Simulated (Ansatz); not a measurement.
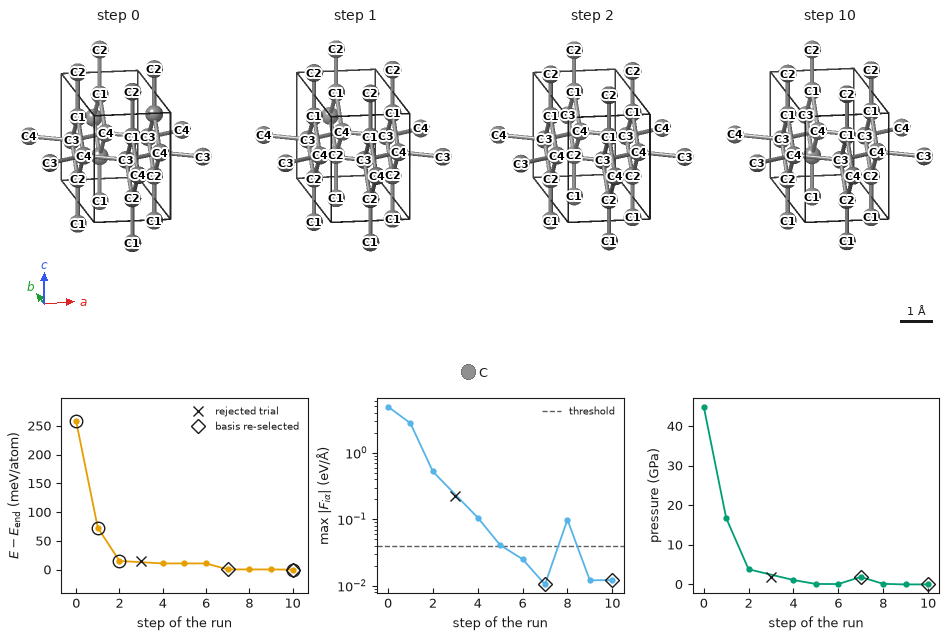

Frames of a relaxation of a crystal of C (a generated structure, set up in Cmmm) (coarse preliminary run), marked on the history of the run. Style: ball-and-stick. Shown: the conventional cell (2 times the calculation's cell), slightly off an axis. Lengths and directions refer to the drawn axes.

Computed with Ansatz, DFT PBE, scalar-relativistic, plane waves, PAW. Set-up: plane-wave cutoff 420 eV; k-point mesh 8 × 8 × 6; occupations gaussian; smearing width 0.1 eV; no spin polarisation; cell and atoms relaxed; force threshold 0.04 eV/Å; at most 70 steps.

Q: Describe the path.

A: Over 7 accepted moves (10 points after the start) the energy falls by 258 meV per atom. The largest force component goes from 4.9 to 0.012 eV/Å. Pressure: 44.91 GPa at the start and −0.04 GPa at the end. The line search rejected the trial step at point 3 of the run. The SCF was repeated twice at an unchanged geometry on a basis and grid sized afresh for the cell, which shifted the energy by 10.3 meV per atom at most. The largest moves relative to the cell, 0.054 Å, are those of C1 and C2. C2 goes along −c. The volume changes by +15.0 %, with a 2.447 → 2.672 Å (+9.2 %), b 5.840 → 6.199 Å (+6.1 %), c 3.456 → 3.429 Å (−0.8 %). Among the contacts that change: C3–C4 1.454 → 1.607 Å, C1–C2 1.454 → 1.335 Å, C1–C3 1.463 → 1.521 Å. Bond angles that change, for instance: C4–C3–C4 114.6° → 112.5°. The space group stays Cmmm (No. 65). From step 0 to 1: C atoms move most (0.02 Å), volume +6.7 %, energy −185 meV per atom. From step 1 to 2: C atoms move most (0.03 Å), volume +5.3 %, energy −57.7 meV per atom. From step 2 to 10: volume +2.4 %, energy −15.0 meV per atom.
